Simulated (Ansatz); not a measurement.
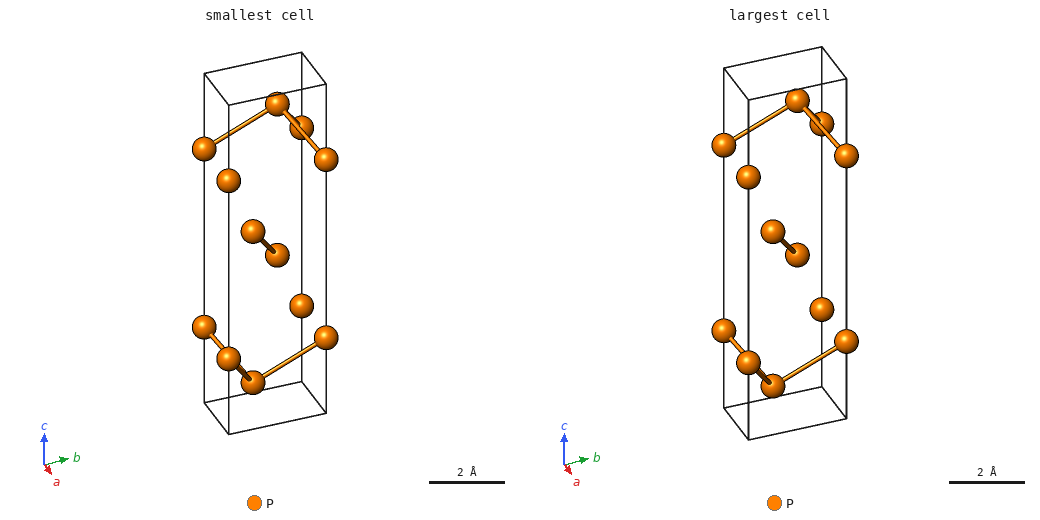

P, α-arsenic (A7) type, space group R-3m (No. 166), relaxed (cell and atoms, zero pressure) with five choices of dispersion term on top of r2SCAN; the smallest and the largest of the relaxed conventional cells are drawn to one scale (sticks follow a distance rule). The start was a structure listed in the Materials Project. This isn't the form of P at room conditions, which is orthorhombic.

Alike in all runs: Ansatz 0.2.0; functional r2SCAN; potentials Ansatz PAW; cutoff 500 eV; k mesh 9 × 9 × 9 on the run's cell of 2 atoms; occupations fermi-dirac, width 0.05 eV; no spin polarisation; no spin-orbit coupling. All runs are metallic.

| level | volume (Å³/atom) | a (Å) | c (Å) |
| --- | --- | --- | --- |
| D3(BJ)-ATM | ? | ? | ? |
| D3(BJ) | 15.56 | 3.445 | 9.081 |
| D4 | 15.74 | 3.451 | 9.155 |
| none | 16.24 | 3.465 | 9.375 |
| rVV10 | 15.93 | 3.459 | 9.220 |

Q: What does D3(BJ)-ATM give?

A: Volume 15.72 Å³/atom; a 3.451 Å; c 9.149 Å. That is between D3(BJ) and D4 in volume.

Q: Order the levels by the relaxed volume, smallest first.

A: D3(BJ) (15.56 Å³/atom), D3(BJ)-ATM (15.72 Å³/atom), D4 (15.74 Å³/atom), rVV10 (15.93 Å³/atom), none (16.24 Å³/atom). Rows within a few tenths of a per cent can't be told apart.

Caveat: the plane-wave basis is chosen anew once the cell has moved, so the energies of steps on either side of that aren't comparable; the potentials were made with another functional, which shifts all volumes alike; pairwise dispersion terms can overbind metals strongly.
